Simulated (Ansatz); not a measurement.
# Run report: MoTe$_{2}$, geometry relaxation (part 2 of 2)

Continued. System: MoTe$_{2}$ (P6₃/mmc, 6 atoms in the cell). Method: DFT PBE+D3(BJ), scalar-relativistic, plane waves, PAW, no spin polarisation (Ansatz 0.2.0); cutoff 420 eV, 12×12×2 k-mesh, Gaussian smearing of 0.02 eV. The structure derives from an entry of the Crystallography Open Database.

Geometry of the input (Å; fractional positions):
```
3.5182  0.0000  0.0000
-1.7591  3.0469  0.0000
0.0000  0.0000  13.9736
Te 0.3333  0.6667  0.6210
Te 0.6667  0.3333  0.1210
Te 0.3333  0.6667  0.8790
Te 0.6667  0.3333  0.3790
Mo 0.3333  0.6667  0.2500
Mo 0.6667  0.3333  0.7500
```

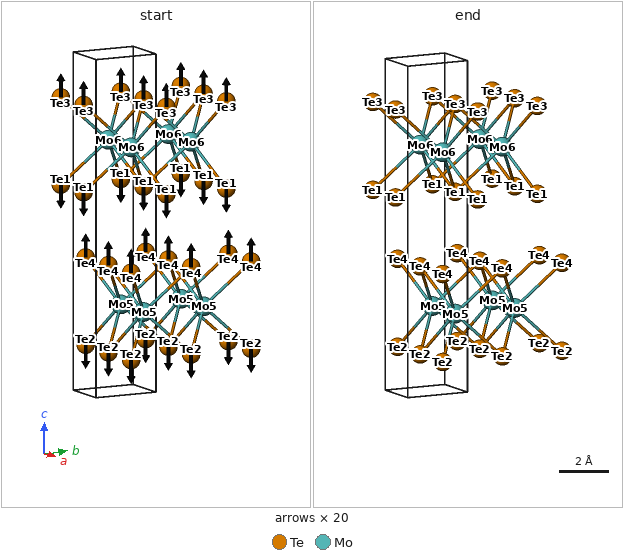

Before (left) and after (right) the relaxation, at one scale (ball-and-stick view of the cell of the calculation, repeated 2 × 2 × 1, with bonded neighbours outside it, seen at an oblique angle). The black arrows give the displacements (without the part carried along by the change of the cell), magnified 20 times. The energy falls by 24.0 meV per cell of the calculation in 4 geometry steps. Largest force component: 0.17 eV/Å at the start, 0.0048 eV/Å at the end. Pressure: −0.53 GPa at the start and −0.01 GPa at the end. The line search rejected the trial step at point 1 (counted from 0) and went back. The largest moves relative to the cell, 0.050 Å, are those of Te1, Te2, Te3 and Te4. Mo stays in place. The drawn cell changes as follows: a = b 3.518 → 3.496 Å (−0.6 %), c 13.974 → 13.701 Å (−2.0 %); the volume changes by −3.2 %. The space group stays P6_3/mmc (No. 194). A last SCF at the same geometry on a re-selected plane-wave basis shifts the energy by +1.0 meV per cell of the calculation. (Atoms are counted from 1 in the order of the input.)

```
basis re-selected at this cell: Δ(F+E_penalty+E_count) = +9.854e-4 eV, ΔP = +0.001 GPa vs the last step (what re-selecting the basis moved, of the pressure what is left beyond the Pulay correction that the steps carried, after the strain that the cell walked since its last selection, with what the two solves' SCF thresholds leave and, on support functions, any second-order correction that the steps lacked; it is no measure of the basis error at this ecutwfc). This SCF's stress stands 3.73e-2 GPa from its target on what of the cell is left free (relax.cell.stress_tol is 5.00e-2 GPa) and its largest allowed force component is 4.76e-3 eV/Å (relax.f_tol is 5.00e-3 eV/Å): within both
SCF converged after 6 iterations
Free energy (F): -37836.638034 eV
Harris-Foulkes:  -37836.638034 eV  (|F-HF|=1.46e-11)
Internal energy: -37836.638034 eV  (E = F + TS)
E sigma→0 (E₀):  -37836.638034 eV
Fermi energy:    13.418752 eV
--- Per-component energies (eV) ---
  E_band       = -1093.277722
  E_kinetic    = 1610.822114
  E_local      = -6939.658402  (includes V_loc(G=0)·N_el)
  E_nonlocal   = -952.615047
  E_hartree    = 3938.385817
  E_xc         = -866.722209
  E_vxc        = -878.259059  (∫ρ·V_xc dr)
  E_paw        = -25053.934574  (= ΣΔE_a)
  E_vpaw       = -1810.338589  (= ΣTr[D̂ρ^β])
  E_aug_tail   = -0.000574  (compensation charges beyond the density's cutoff)
  E_ewald      = -9569.590366
  E_disp       = -3.324792  (pairwise vdW)
  E_smearing   = -0.000000  (= −TS)
  E_closure    = 0.000000  (closes the sum)
  Σ components = -37836.638034   (vs F -37836.638034, Δ=0.00e0)
--- Forces (eV/Å), atoms counted from 1 ---
  atom   1  Te    -0.00000000     0.00000000     0.00476207
  atom   2  Te     0.00000000    -0.00000000     0.00476207
  atom   3  Te    -0.00000000     0.00000000    -0.00476207
  atom   4  Te     0.00000000    -0.00000000    -0.00476207
  atom   5  Mo    -0.00000000     0.00000000    -0.00000000
  atom   6  Mo     0.00000000    -0.00000000     0.00000000
  max |Σ_I F_I| component: 3.47e-18 eV/Å
--- Stress (GPa, compression-positive) ---
       -0.002804      -0.000000       0.000000
        0.000000      -0.002804       0.000000
        0.000000       0.000000      -0.037266
  P = ⅓ Tr σ = -0.0143 GPa (-0.143 kbar)
--- Band table (eV; the first three rows and the last of 38) ---
  k-point 0: bands = ["-47.7537", "-47.7537", "-23.6838", "-23.6838", "-23.6832", "-23.6832", "-23.6730", "-23.6730", "-23.6726", "-23.6726", "-23.6205", "-23.6205", "-23.6177", "-23.6177", "-23.6102", "-23.6102", "-23.6076", "-23.6076", "-23.6009", "-23.5989", "-23.5926", "-23.5906", "-21.9272", "-21.9272", "-21.7636", "-21.7636", "-21.7636", "-21.7636", "-0.1255", "0.3199", "0.6692", "1.3464", "6.9772", "8.5431", "9.7104", "11.2740", "11.2740", "11.2955", "11.2955", "11.9093", "12.0427", "12.0427", "12.0915", "12.0915", "12.9130", "13.0930", "15.9662", "15.9662", "16.1493", "16.1493", "16.1573", "16.1573", "16.5007", "16.5007", "18.9343", "19.3620"]
  k-point 1: bands = ["-47.7537", "-47.7537", "-23.6835", "-23.6835", "-23.6835", "-23.6835", "-23.6728", "-23.6728", "-23.6728", "-23.6728", "-23.6193", "-23.6193", "-23.6193", "-23.6193", "-23.6087", "-23.6087", "-23.6087", "-23.6087", "-23.6000", "-23.6000", "-23.5915", "-23.5915", "-21.9272", "-21.9272", "-21.7636", "-21.7636", "-21.7636", "-21.7636", "0.0260", "0.0260", "1.0736", "1.0736", "7.5518", "7.5518", "10.9536", "10.9536", "11.2844", "11.2844", "11.2844", "11.2844", "12.0673", "12.0673", "12.0673", "12.0673", "13.0460", "13.0460", "16.0060", "16.0060", "16.0060", "16.0060", "16.3799", "16.3799", "16.3799", "16.3799", "19.2315", "19.2315"]
  k-point 2: bands = ["-47.7530", "-47.7530", "-23.6832", "-23.6825", "-23.6821", "-23.6815", "-23.6741", "-23.6736", "-23.6714", "-23.6710", "-23.6211", "-23.6208", "-23.6183", "-23.6182", "-23.6122", "-23.6104", "-23.6097", "-23.6077", "-23.6000", "-23.5983", "-23.5917", "-23.5898", "-21.9224", "-21.9224", "-21.7736", "-21.7735", "-21.7654", "-21.7654", "-0.0246", "0.4190", "0.7461", "1.4115", "7.0897", "8.6492", "9.6692", "11.0453", "11.0815", "11.3517", "11.3821", "11.6867", "11.9052", "11.9427", "11.9642", "12.0587", "12.9789", "13.0605", "15.6036", "15.7176", "15.7584", "15.9131", "15.9240", "15.9977", "16.2720", "16.3132", "19.3846", "19.7919"]
  k-point 37: bands = ["-47.7424", "-47.7424", "-23.6881", "-23.6881", "-23.6655", "-23.6655", "-23.6600", "-23.6600", "-23.6594", "-23.6594", "-23.6387", "-23.6387", "-23.6275", "-23.6275", "-23.6150", "-23.6150", "-23.6149", "-23.6149", "-23.5918", "-23.5918", "-23.5779", "-23.5779", "-21.8833", "-21.8833", "-21.8474", "-21.8474", "-21.8413", "-21.8413", "2.5399", "2.5399", "2.7083", "2.7083", "8.1890", "8.1890", "8.3160", "8.3160", "8.9884", "8.9884", "9.2566", "9.2566", "10.3804", "10.3804", "10.9891", "10.9891", "12.8232", "12.8232", "14.1021", "14.1021", "14.6032", "14.6032", "15.4527", "15.4527", "16.6644", "16.6644", "18.0837", "18.0837"]
--- Relaxed structure (5 steps of the walk, 4 accepted, 1 SCFs on fresh bases) ---
  F+E_penalty+E_count = -37836.63803353 eV   max|allowed force component| = 4.762e-3 eV/Å   (the final SCF, on the basis selected at the relaxed cell)
  cell:  # Å, volume = 145.0509 Å³
    - [3.496401149211104, -6.379270356691183e-34, 1.0206832570705894e-33]
    - [-1.748200574605552, 3.0279722170379215, -8.786489743022002e-34]
    - [4.222868634125227e-33, -6.756589814600365e-34, 13.700844830259902]
  atoms:
    - { symbol: Te, position: [0.3333333333333333, 0.6666666666666666, 0.6173401526385557] }
    - { symbol: Te, position: [0.6666666666666666, 0.3333333333333333, 0.11734015263855585] }
    - { symbol: Te, position: [0.3333333333333333, 0.6666666666666666, 0.8826598473614441] }
    - { symbol: Te, position: [0.6666666666666666, 0.3333333333333333, 0.38265984736144404] }
    - { symbol: Mo, position: [0.3333333333333333, 0.6666666666666666, 0.24999999999999997] }
    - { symbol: Mo, position: [0.6666666666666666, 0.3333333333333333, 0.7499999999999999] }
```

Trajectory as extended XYZ (Å, eV, eV/Å), 6 frames, from step=1 to step=6:
```
6
Lattice="3.5182 0.0000 0.0000 -1.7591 3.0469 0.0000 0.0000 0.0000 13.9736" Properties=species:S:1:pos:R:3:forces:R:3 step=1 energy=-37836.61501 pressure_GPa=-0.53
Te    0.0000    2.0312    8.6776    0.0000   0.0000  -0.1664
Te    1.7591    1.0156    1.6908    0.0000   0.0000  -0.1664
Te    0.0000    2.0312   12.2828    0.0000   0.0000   0.1664
Te    1.7591    1.0156    5.2960    0.0000   0.0000   0.1664
Mo    0.0000    2.0312    3.4934    0.0000   0.0000   0.0000
Mo    1.7591    1.0156   10.4802    0.0000   0.0000   0.0000
6
Lattice="3.4093 0.0000 0.0000 -1.7047 2.9526 0.0000 0.0000 0.0000 13.4045" Properties=species:S:1:pos:R:3:forces:R:3 step=2 energy=-37836.41109 pressure_GPa=1.34 accepted=F
Te    0.0000    1.9684    8.1593    0.0000   0.0000   0.8421
Te    1.7047    0.9842    1.4571    0.0000   0.0000   0.8421
Te    0.0000    1.9684   11.9474    0.0000   0.0000  -0.8421
Te    1.7047    0.9842    5.2452    0.0000   0.0000  -0.8421
Mo    0.0000    1.9684    3.3511    0.0000   0.0000   0.0000
Mo    1.7047    0.9842   10.0533    0.0000   0.0000   0.0000
6
Lattice="3.4986 0.0000 0.0000 -1.7493 3.0298 0.0000 0.0000 0.0000 13.8185" Properties=species:S:1:pos:R:3:forces:R:3 step=3 energy=-37836.63636 pressure_GPa=-0.34
Te    0.0000    2.0199    8.5449    0.0000   0.0000   0.0030
Te    1.7493    1.0099    1.6357    0.0000   0.0000   0.0030
Te    0.0000    2.0199   12.1828    0.0000   0.0000  -0.0030
Te    1.7493    1.0099    5.2736    0.0000   0.0000  -0.0030
Mo    0.0000    2.0199    3.4546    0.0000   0.0000   0.0000
Mo    1.7493    1.0099   10.3639    0.0000   0.0000   0.0000
6
Lattice="3.4955 0.0000 0.0000 -1.7477 3.0272 0.0000 0.0000 0.0000 13.7020" Properties=species:S:1:pos:R:3:forces:R:3 step=4 energy=-37836.63895 pressure_GPa=-0.06
Te    0.0000    2.0181    8.4573    0.0000   0.0000   0.0228
Te    1.7477    1.0091    1.6064    0.0000   0.0000   0.0228
Te    0.0000    2.0181   12.0956    0.0000   0.0000  -0.0228
Te    1.7477    1.0091    5.2446    0.0000   0.0000  -0.0228
Mo    0.0000    2.0181    3.4255    0.0000   0.0000   0.0000
Mo    1.7477    1.0091   10.2765    0.0000   0.0000   0.0000
6
Lattice="3.4964 0.0000 0.0000 -1.7482 3.0280 0.0000 0.0000 0.0000 13.7008" Properties=species:S:1:pos:R:3:forces:R:3 step=5 energy=-37836.63902 pressure_GPa=-0.02
Te    0.0000    2.0186    8.4581    0.0000   0.0000   0.0048
Te    1.7482    1.0093    1.6077    0.0000   0.0000   0.0048
Te    0.0000    2.0186   12.0932    0.0000   0.0000  -0.0048
Te    1.7482    1.0093    5.2428    0.0000   0.0000  -0.0048
Mo    0.0000    2.0186    3.4252    0.0000   0.0000   0.0000
Mo    1.7482    1.0093   10.2756    0.0000   0.0000   0.0000
6
Lattice="3.4964 0.0000 0.0000 -1.7482 3.0280 0.0000 0.0000 0.0000 13.7008" Properties=species:S:1:pos:R:3:forces:R:3 step=6 energy=-37836.63803 pressure_GPa=-0.01
Te    0.0000    2.0186    8.4581    0.0000   0.0000   0.0048
Te    1.7482    1.0093    1.6077    0.0000   0.0000   0.0048
Te    0.0000    2.0186   12.0932    0.0000   0.0000  -0.0048
Te    1.7482    1.0093    5.2428    0.0000   0.0000  -0.0048
Mo    0.0000    2.0186    3.4252    0.0000   0.0000   0.0000
Mo    1.7482    1.0093   10.2756    0.0000   0.0000   0.0000
```

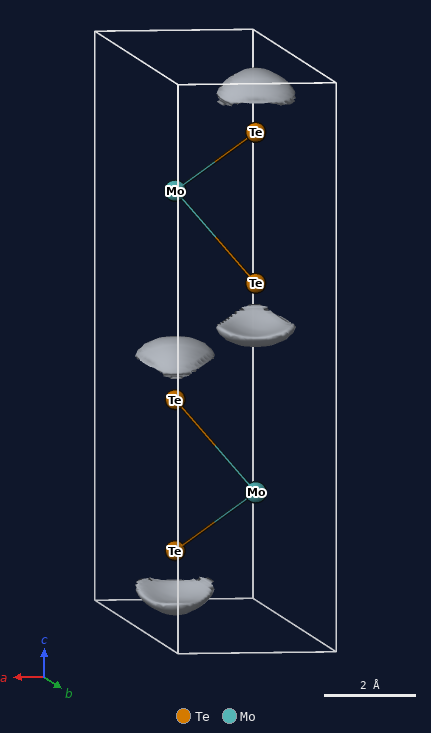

Isosurface of the electron localisation function at 0.7 (grey), seen at an oblique angle. Core shells and regions of very low density are left out. Sticks mark near contacts. The outline is the cell set on symmetry axes. Along the contacts the grid gives the following. Te–Mo (2.72 Å): the ELF is about 0.55 at the midpoint. In a PAW calculation such maps are meaningful between the atoms, not at the nuclei.

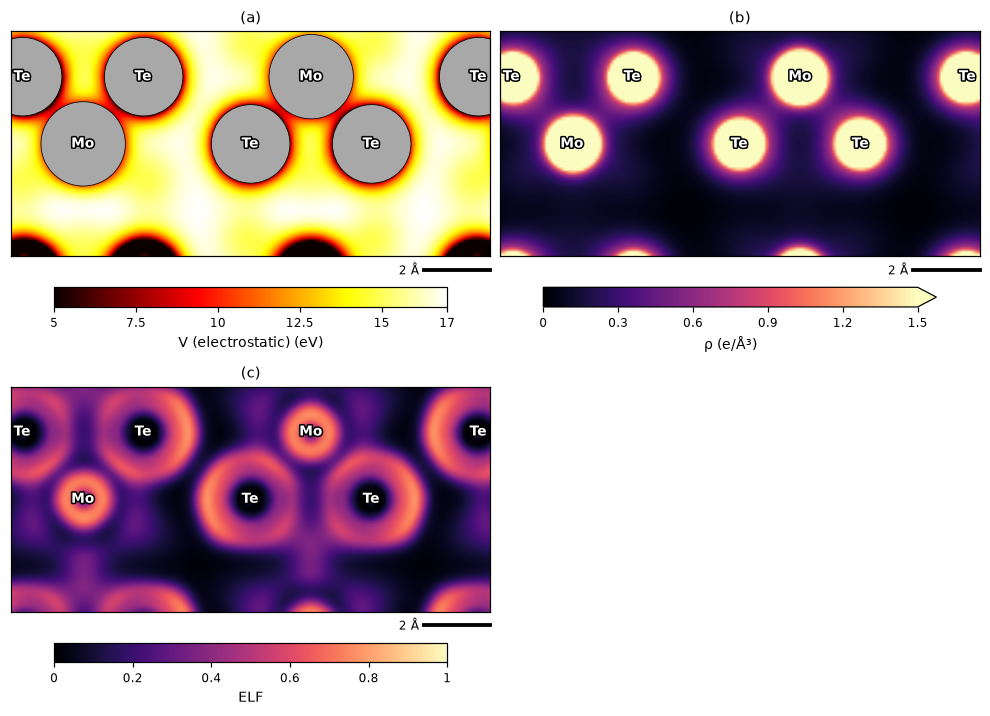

(a) electrostatic potential energy of an electron; (b) valence electron density; (c) ELF on the (110) plane of the conventional cell. Grey discs, where drawn, cover atomic cores. The section cuts through Te and Mo sites. Te–Mo (2.72 Å): the density is about 0.45 e/Å³ at the midpoint; the ELF is about 0.55 at the midpoint. Away from the nuclei the density in this plane falls to 0.02 e/Å³ at its lowest. The strong features right at Mo lie inside the PAW spheres (semicore, d or f shells) and say nothing about bonding. Outside the cores the potential energy rises away from the atoms and is highest about 2.6 Å from the nearest atoms; outside the discs it spans about 11 eV, and its zero is arbitrary.
